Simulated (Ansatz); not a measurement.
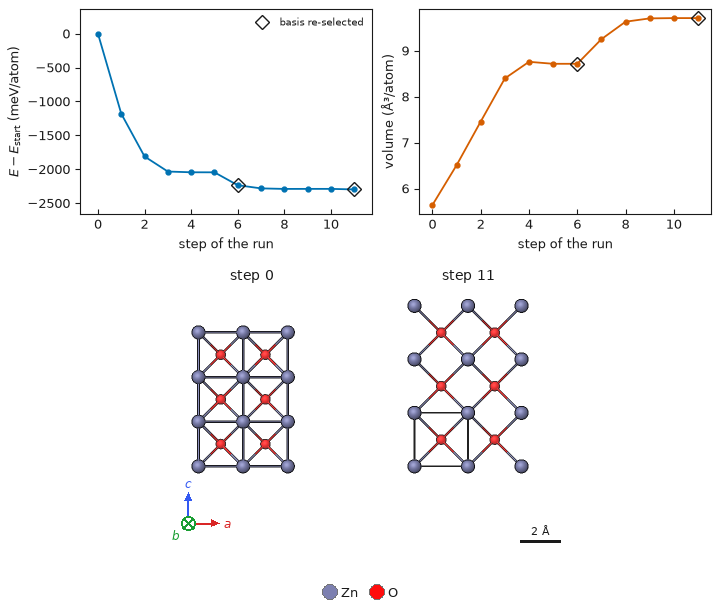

First and last geometry of a relaxation of crystalline ZnO (built on the CsCl type), with the history of the run. A ball-and-stick model of the cell of the calculation, repeated 2 × 1 × 3 with one cell outlined, seen along the b axis.

These are results of Ansatz 0.2.0, DFT, PBE, plane waves, PAW, not measurements.

Input file:
```yaml
crystal:
  lattice:
    - [2.2428406736, 0.0, 0.0]
    - [0.0, 2.2428406736, 0.0]
    - [0.0, 0.0, 2.2428406736]
  atoms:
    - { symbol: Zn, position: [0.0, 0.0, 0.0] }
    - { symbol: O, position: [0.5, 0.5, 0.5] }
kpoints:
  mp_grid: { grid: [10, 10, 10] }
hamiltonian:
  xc: pbe
scf:
  occupations: { method: fermi_dirac, width: 0.02 }
relax:
  f_tol: 0.005
  cell: {}
```

Command:
```bash
ansatz run input.yaml --threads 2 --pin off --max-ram 2211MiB --backend cpu --events-out ev --progress --plain --runs-dir out
```

What do the curves and the structures tell?

Answer. It converged. The atoms keep their places relative to the cell (all moves are under 0.005 Å). The drawn cell changes as follows: a = b = c 2.243 → 2.688 Å (+19.8 %); the volume changes by +72.1 %. Some distances before and after: Zn1–Zn1 2.243 → 2.688 Å, Zn1–O2 1.942 → 2.328 Å. The space group stays Pm-3m (No. 221). The energy falls by 2297 meV per atom in 9 accepted moves (11 points after the start). All forces vanish by symmetry, so only the cell relaxes. Pressure: 298.40 GPa at the start and −0.03 GPa at the end. The SCF was repeated twice at an unchanged geometry on a basis and grid sized afresh for the cell, which shifted the energy by 190 meV per atom at most.
